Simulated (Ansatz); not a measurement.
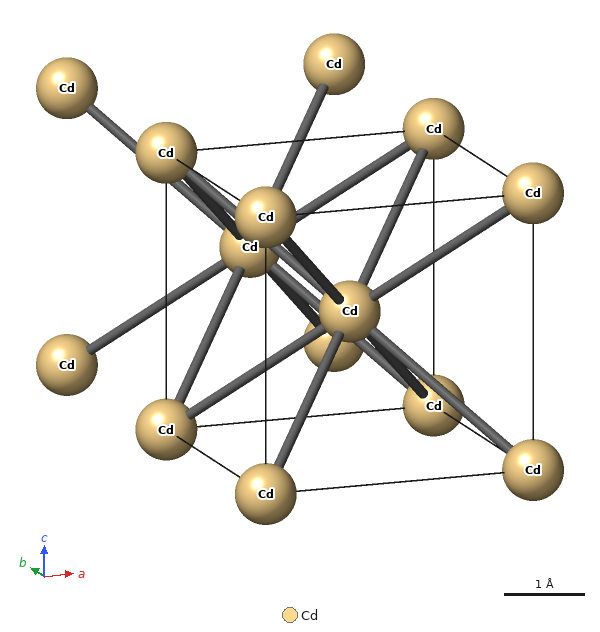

The starting point is solid Cd (set up in Im-3m). A ball-and-stick model of the conventional cell (2 times the calculation's cell), repeated 1 × 2 × 1 with one cell outlined, seen slightly off an axis. Lengths and directions refer to the drawn axes.

These are results of DFT PBE, scalar-relativistic, plane waves, PAW (Ansatz), not measurements. (plane-wave cutoff 420 eV; k-point mesh 16 × 16 × 16; occupations gaussian; smearing width 0.1 eV; no spin polarisation)

The variant: All lengths are scaled by −3.1 % (volume −9.0 %), the atoms keeping their fractional coordinates. No relaxation follows.

Input
```yaml
crystal:
  lattice:
    - [-1.744285557, 1.744285557, 1.744285557]
    - [1.744285557, -1.744285557, 1.744285557]
    - [1.744285557, 1.744285557, -1.744285557]
  atoms:
    - { symbol: Cd, position: [0.0, 0.0, 0.0] }
basis:
  ecutwfc: 420
kpoints:
  mp_grid: { grid: [16, 16, 16] }
hamiltonian:
  xc: pbe
scf:
  occupations: { method: gaussian, width: 0.1 }
output:
  forces: true
  stress: true
  eigenvalues: true
```

Command:
```bash
ansatz run input.yaml --threads 1 --pin off --max-ram 2560MiB --backend cpu --events-out ev --progress --plain --runs-dir out
```

**What is the effect?**

Near-neighbour distances before and after: Cd–Cd 3.600 → 3.489 Å, Cd–Cd 3.118 → 3.021 Å. The space group stays Im-3m (No. 229). The energy rises by 28.6 meV per atom. The pressure goes from 0.0 to 4.8 GPa. All forces vanish by symmetry. It is metallic before and after.

The changed structure in the same view:

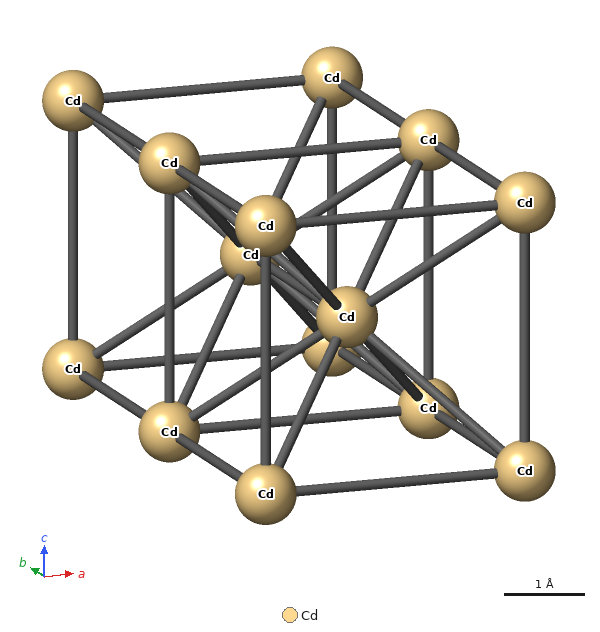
